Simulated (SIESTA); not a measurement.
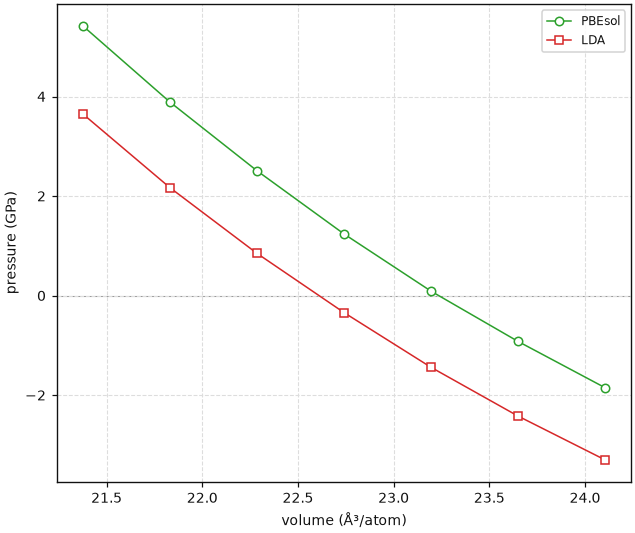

Plotted: pressure against volume, with one curve for each functional, for MgS (space group F-43m).

How it was computed, with SIESTA 5.4.2: DFT in numerical atomic orbitals with pseudopotentials, no spin polarisation; energies at scaled volumes of the given cell, shape and fractions fixed, counted from the fit's minimum, third-order Birch-Murnaghan fit. All runs: no spin polarisation.

- k mesh: 8×8×8
- occupations: Fermi–Dirac
- smearing width: 0.05 eV
- potentials: PseudoDojo 0.4 standard, converted to PSML, two zetas on semicore shells

Order the curves by fitted equilibrium volume, smallest first.

Answer. LDA 22.602, PBEsol 23.238 Å³/atom.

Order the curves by fitted bulk modulus, smallest first.

Answer. PBEsol 54.9, LDA 58.4 GPa.

Limits of the calculation: mulliken charges of long orbitals.

The computed values:

PBEsol:
```csv
volume (Å³/atom),pressure (GPa)
21.38,5.42
21.83,3.89
22.29,2.51
22.74,1.24
23.20,0.09
23.65,-0.92
24.10,-1.85
```

LDA:
```csv
volume (Å³/atom),pressure (GPa)
21.38,3.65
21.83,2.17
22.29,0.85
22.74,-0.34
23.20,-1.44
23.65,-2.42
24.10,-3.30
```
